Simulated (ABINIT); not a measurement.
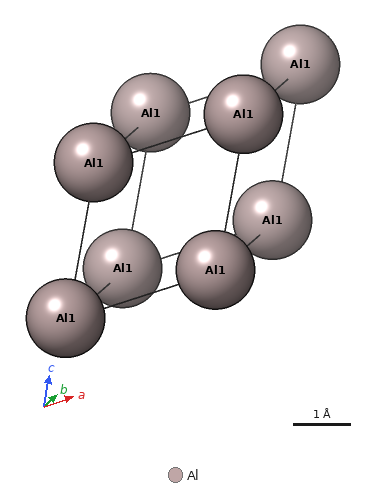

Figure 1. The structure as given in the input (spheres-only view of the reduced cell, seen slightly off an axis; atoms are numbered from 1 in the order of the input). An atom can appear more than once, as a periodic image.

**Run report: Al, single-point calculation**

Al (1 atom in the cell), computed with Kohn-Sham DFT of a periodic cell, PBEsol, PseudoDojo NC SR PBEsol v0.4.1 standard, no spin polarisation (ABINIT 10.8.3).

The structure derives from an entry of the Crystallography Open Database.

Input file
```
# Pseudopotentials
pp_dirpath "./"
pseudos "Al.upf"

# Structure
acell 3*1.0 Angstrom
rprim
     0.0478940000     1.9691420000     2.0268530000
     2.0432560000    -0.0083540000     2.0831010000
     2.0405820000     2.0227150000    -0.0056790000
ntypat 1
znucl 13
natom 1
typat 1
xcart
     0.0315128360     0.1033641604    -0.0289730690
chkprim 0
chksymtnons 0
tolsym 1.0e-6

# Plane-wave basis
ecut 20.0

# k points
kptopt 1
ngkpt 11 11 11
nshiftk 1
shiftk 0.0 0.0 0.0

# Exchange and correlation
ixc -116133

# Bands and occupations
nband 6
occopt 3
tsmear 0.05 eV

# SCF cycle
nstep 100
tolvrs 1.0e-10

# Output
iomode 3
prtwf 0
prtden 0
prteig 0
prtebands 0
```

Hardware: 1 thread of AMD EPYC (Zen 3), 32 GiB of memory available, shared host.

Launch command:
```bash
abinit run.abi > log 2>&1
```

Output
```
.Version 10.8.3 of ABINIT
 Symmetries : space group P-1 (#  2); Bravais aP (primitive triclinic)
================================================================================
 Values of the parameters that define the memory need of the present run
     intxc =       0    ionmov =       0      iscf =       7    lmnmax =       6
     lnmax =       6     mgfft =      24  mpssoang =       3    mqgrid =    3001
     natom =       1  nloc_mem =       1    nspden =       1   nspinor =       1
    nsppol =       1      nsym =       2    n1xccc =    2501    ntypat =       1
    occopt =       3   xclevel =       2
       mpw =         499          nfft =       13824          nkpt =         666
================================================================================
================================================================================

--------------------------------------------------------------------------------
------------- Echo of variables that govern the present computation ------------
--------------------------------------------------------------------------------
 -outvars: echo values of preprocessed input variables --------
            acell      1.8897261259E+00  1.8897261259E+00  1.8897261259E+00 Bohr
              amu      2.69815390E+01
          chkprim           0
      chksymtnons           0
             ecut      2.00000000E+01 Hartree
                       outvar_i_n : Printing only first  50 k-points.
              ixc     -116133
                       outvar_i_n : Printing only first  50 k-points.
         kptrlatt       11    0    0      0   11    0      0    0   11
          kptrlen      5.84078236E+01
            natom           1
            nband           6
            ngfft          24      24      24
             nkpt         666
            nstep         100
             nsym           2
           ntypat           1
                       prtocc : prtvol=0, do not print more k-points.
           occopt           3
           prtden           0
        prtebands           0
           prteig           0
            prtwf           0
            rprim      4.7894000000E-02  1.9691420000E+00  2.0268530000E+00
                       2.0432560000E+00 -8.3540000000E-03  2.0831010000E+00
                       2.0405820000E+00  2.0227150000E+00 -5.6790000000E-03
          spgroup           2
           tolsym      1.00000000E-06
           tolvrs      1.00000000E-10
           tsmear      1.83746611E-03 Hartree
            typat      1
                       outvars : Printing only first  50 k-points.
           xangst      1.6675874651E-02  5.4697958071E-02 -1.5331887834E-02
            xcart      3.1512836000E-02  1.0336416040E-01 -2.8973069000E-02
             xred      5.9779999908E-03 -1.3118999980E-02  2.1167999984E-02
            znucl       13.00000

================================================================================

 chkinp: Checking input parameters for consistency.

================================================================================
== DATASET  1 ==================================================================

--- !DatasetInfo
iteration_state: {dtset: 1, }
dimensions: {natom: 1, nkpt: 666, mband: 6, nsppol: 1, nspinor: 1, nspden: 1, mpw: 499, }
cutoff_energies: {ecut:  20.0, pawecutdg:  -1.0, }
electrons: {nelect:   3.00000000E+00, charge:   0.00000000E+00, occopt:   3.00000000E+00, tsmear:   1.83746611E-03, }
meta: {optdriver: 0, ionmov: 0, optcell: 0, iscf: 7, paral_kgb: 0, }
...

 Real(R)+Recip(G) space primitive vectors, cartesian coordinates (Bohr,Bohr^-1):
 R(1)=  0.0905065  3.7211391  3.8301971  G(1)= -0.1342955  0.1358531  0.1322716
 R(2)=  3.8611942 -0.0157868  3.9364904  G(2)=  0.1310272 -0.1318336  0.1249838
 R(3)=  3.8561411  3.8223774 -0.0107318  G(3)=  0.1312798  0.1288178 -0.1282521
 Unit cell volume ucvol=  1.1204084E+02 bohr^3
 Angles (23,13,12)=  6.04033068E+01  5.99270393E+01  5.85444078E+01 degrees

 getcut: wavevector=  0.0000  0.0000  0.0000  ngfft=  24  24  24
         ecut(hartree)=     20.000   => boxcut(ratio)=   2.16246

--- Pseudopotential description ------------------------------------------------
- pspini: atom type   1  psp file is ./Al.upf
12 -116133 2 -1 1876                          pspcod,pspxc,lmax,lloc,mmax
     nproj     2     2     2

   2.05527854E+00                                ecore*ucvol(ha*bohr**3)
--------------------------------------------------------------------------------

================================================================================

--- !BeginCycle
iteration_state: {dtset: 1, }
solver: {iscf: 7, nstep: 100, nline: 4, wfoptalg: 0, }
tolerances: {tolvrs: 1.00E-10, }
...

     iter   Etot(hartree)      deltaE(h)  residm     vres2
 ETOT  1  -2.3190086895861    -2.319E+00 1.345E-01 9.647E-01
 ETOT  2  -2.3201649764914    -1.156E-03 1.897E-02 4.489E-02
 ETOT  3  -2.3201701836739    -5.207E-06 6.029E-03 1.265E-04
 ETOT  4  -2.3201702038256    -2.015E-08 2.540E-03 3.857E-07
 ETOT  5  -2.3201702038889    -6.329E-11 9.358E-04 3.206E-09
 ETOT  6  -2.3201702038895    -5.351E-13 4.350E-04 7.431E-12

 At SCF step    6       vres2   =  7.43E-12 < tolvrs=  1.00E-10 =>converged.

 Cartesian components of stress tensor (hartree/bohr^3)
  sigma(1 1)=  3.35255846E-05  sigma(3 2)= -5.17039437E-05
  sigma(2 2)=  3.65496943E-05  sigma(3 1)=  3.94253370E-05
  sigma(3 3)=  1.20433580E-04  sigma(2 1)=  2.48600097E-05

--- !ResultsGS
iteration_state: {dtset: 1, }
comment   : Summary of ground state results
lattice_vectors:
- [  0.0905065,   3.7211391,   3.8301971, ]
- [  3.8611942,  -0.0157868,   3.9364904, ]
- [  3.8561411,   3.8223774,  -0.0107318, ]
lattice_lengths: [   5.34092,    5.51408,    5.42960, ]
lattice_angles: [ 60.403,  59.927,  58.544, ] # degrees, (23, 13, 12)
lattice_volume:   1.1204084E+02
convergence: {deltae: -5.351E-13, res2:  7.431E-12, residm:  4.350E-04, diffor: null, }
etotal    :  -2.32017020E+00
entropy   :   0.00000000E+00
fermie    :   2.82221848E-01
cartesian_stress_tensor: # hartree/bohr^3
- [  3.35255846E-05,   2.48600097E-05,   3.94253370E-05, ]
- [  2.48600097E-05,   3.65496943E-05,  -5.17039437E-05, ]
- [  3.94253370E-05,  -5.17039437E-05,   1.20433580E-04, ]
pressure_GPa:  -1.8683E+00
xred      :
- [  5.9780E-03,  -1.3119E-02,   2.1168E-02, Al]
cartesian_forces: # hartree/bohr
- [ -0.00000000E+00,  -0.00000000E+00,  -0.00000000E+00, ]
force_length_stats: {min:   0.00000000E+00, max:   0.00000000E+00, mean:   0.00000000E+00, }
...

 Integrated electronic density in atomic spheres:
 ------------------------------------------------
 Atom  Sphere_radius  Integrated_density
    1        2.00000          0.88201306
================================================================================

 ----iterations are completed or convergence reached----

 Mean square residual over all n,k,spin=   12.549E-07; max=  43.497E-05
 reduced coordinates (array xred) for    1 atoms
       0.005977999991     -0.013118999980      0.021167999984
 rms dE/dt=  0.0000E+00; max dE/dt=  0.0000E+00; dE/dt below (all hartree)
    1       0.000000000000      0.000000000000      0.000000000000

 cartesian coordinates (angstrom) at end:
    1      0.01667587465081     0.05469795807069    -0.01533188783432

 cartesian forces (hartree/bohr) at end:
    1     -0.00000000000000    -0.00000000000000    -0.00000000000000
 frms,max,avg= 0.0000000E+00 0.0000000E+00   0.000E+00  0.000E+00  0.000E+00 h/b

 cartesian forces (eV/Angstrom) at end:
    1     -0.00000000000000    -0.00000000000000    -0.00000000000000
 frms,max,avg= 0.0000000E+00 0.0000000E+00   0.000E+00  0.000E+00  0.000E+00 e/A
 length scales=  1.889726125908  1.889726125908  1.889726125908 bohr
              =  1.000000000000  1.000000000000  1.000000000000 angstroms
 Fermi (or HOMO) energy (hartree) =   0.28222   Average Vxc (hartree)=  -0.36402
 Eigenvalues (hartree) for nkpt= 666  k points:
 kpt#   1, nband=  6, wtk=  0.00075, kpt=  0.0000  0.0000  0.0000 (reduced coord)
  -0.12674    0.72301    0.73279    0.77276    0.77572    0.78056
      occupation numbers for kpt#   1
   2.00000    0.00000    0.00000    0.00000    0.00000    0.00000
 prteigrs : prtvol=0 or 1, do not print more k-points.

--- !EnergyTerms
iteration_state     : {dtset: 1, }
comment             : Components of total free energy in Hartree
kinetic             :  8.51679728359987E-01
hartree             :  3.70659651263115E-03
xc                  : -1.08101761356761E+00
Ewald energy        : -2.69546486696504E+00
psp_core            :  1.83440127119080E-02
local_psp           :  1.69232497077229E-01
non_local_psp       :  4.13455003791536E-01
internal            : -2.32006464207936E+00
'-kT*entropy'       : -1.05561810097026E-04
total_energy        : -2.32017020388946E+00
total_energy_eV     : -6.31350475744526E+01
band_energy         :  3.56083244519800E-01
...

 Cartesian components of stress tensor (hartree/bohr^3)
  sigma(1 1)=  3.35255846E-05  sigma(3 2)= -5.17039437E-05
  sigma(2 2)=  3.65496943E-05  sigma(3 1)=  3.94253370E-05
  sigma(3 3)=  1.20433580E-04  sigma(2 1)=  2.48600097E-05

-Cartesian components of stress tensor (GPa)         [Pressure= -1.8683E+00 GPa]
- sigma(1 1)=  9.86356752E-01  sigma(3 2)= -1.52118254E+00
- sigma(2 2)=  1.07532913E+00  sigma(3 1)=  1.15993346E+00
- sigma(3 3)=  3.54327826E+00  sigma(2 1)=  7.31406738E-01

== END DATASET(S) ==============================================================
================================================================================

 -outvars: echo values of variables after computation  --------
            acell      1.8897261259E+00  1.8897261259E+00  1.8897261259E+00 Bohr
           etotal     -2.3201702039E+00
            fcart     -0.0000000000E+00 -0.0000000000E+00 -0.0000000000E+00
            rprim      4.7894000000E-02  1.9691420000E+00  2.0268530000E+00
                       2.0432560000E+00 -8.3540000000E-03  2.0831010000E+00
                       2.0405820000E+00  2.0227150000E+00 -5.6790000000E-03
           strten      3.3525584559E-05  3.6549694304E-05  1.2043358001E-04
                      -5.1703943710E-05  3.9425336954E-05  2.4860009731E-05
           xangst      1.6675874651E-02  5.4697958071E-02 -1.5331887834E-02
             xred      5.9779999908E-03 -1.3118999980E-02  2.1167999984E-02
 Calculation completed.
```

Key numbers

- outcome: converged
- space group (tolerance 0.01 Å): P-1 (2)
- electrons treated: 3
- free energy: −63.1350 eV
- Fermi energy: 7.680 eV
- gap on the k-point mesh: none (metallic)
- pressure: −1.87 GPa
- largest force (length of the vector): under 0.001 eV/Å
- wall time: 31 s
- peak memory: 0.08 GiB
